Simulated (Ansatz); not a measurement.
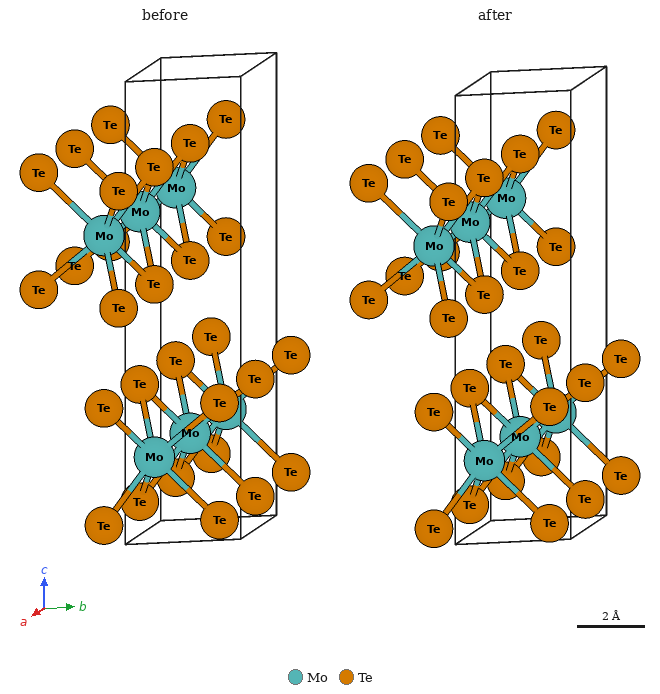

Left: a crystal of Te$_{2}$Mo (built on the 2H (MoS2) bulk type). Right: the same structure after one change, at the same scale. A ball-and-stick model of the cell of the calculation, repeated 3 × 1 × 1 with one cell outlined, seen slightly off an axis.

These are results of Ansatz 0.2.0, DFT, r2SCAN, plane waves, PAW, not measurements. Settings: plane-wave cutoff 500 eV; k-point mesh 12 × 12 × 2; occupations fixed; no spin polarisation.

### Which change leads from the left to the right?

The cell is strained by −3.0 % along c and none across it (volume −3.0 %) and the Te atoms are displaced by 0.05 Å relative to the cell. No relaxation follows.

### And its effect?

Near-neighbour distances before and after: Mo–Te 2.721 → 2.716 Å. The space group stays P6_3/mmc (No. 194). The energy rises by 10.2 meV per atom. Pressure: 1.2 GPa before, 2.1 GPa after. The principal stresses (compression positive) are 2.9 GPa along c and 1.7 GPa across it. The largest forces, 0.031 eV/Å, act on 4 Te atoms of the calculation's cell. The band gap goes from 0.88 to 0.72 eV.

Limits of the set-up: layers or molecules are held without a dispersion correction, so their spacing is unreliable.
